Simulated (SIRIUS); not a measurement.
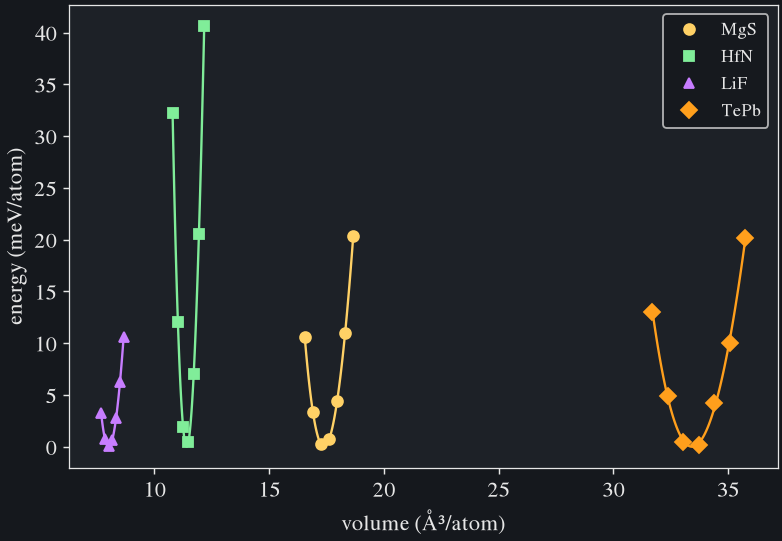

**Figure.** Energy against volume, with one curve for each compound, for HfN, LiF, MgS and TePb (all in space group Fm-3m (No. 225)).

Settings that differ: MgS: k mesh 9×9×9; HfN: k mesh 10×10×10; LiF: k mesh 11×11×11; TePb: k mesh 7×7×7.

The fitted equilibrium volumes, smallest first, are LiF 8.007, HfN 11.405, MgS 17.386, TePb 33.430 Å³/atom. The fitted bulk moduli, smallest first, are TePb 43.8, LiF 72.4, MgS 78.1, HfN 284.4 GPa.

Computed with SIRIUS 7.12.0: all-electron LAPW DFT, no spin polarisation; energies at scaled volumes of the given cell, shape and fractions fixed, counted from the fit's minimum, third-order Birch-Murnaghan fit. Level: PBEsol.

- occupations: Fermi–Dirac
- smearing width: 0.05 eV
- potentials: all electron FP LAPW

Note: spin-orbit coupling left out, heavy elements (TePb).
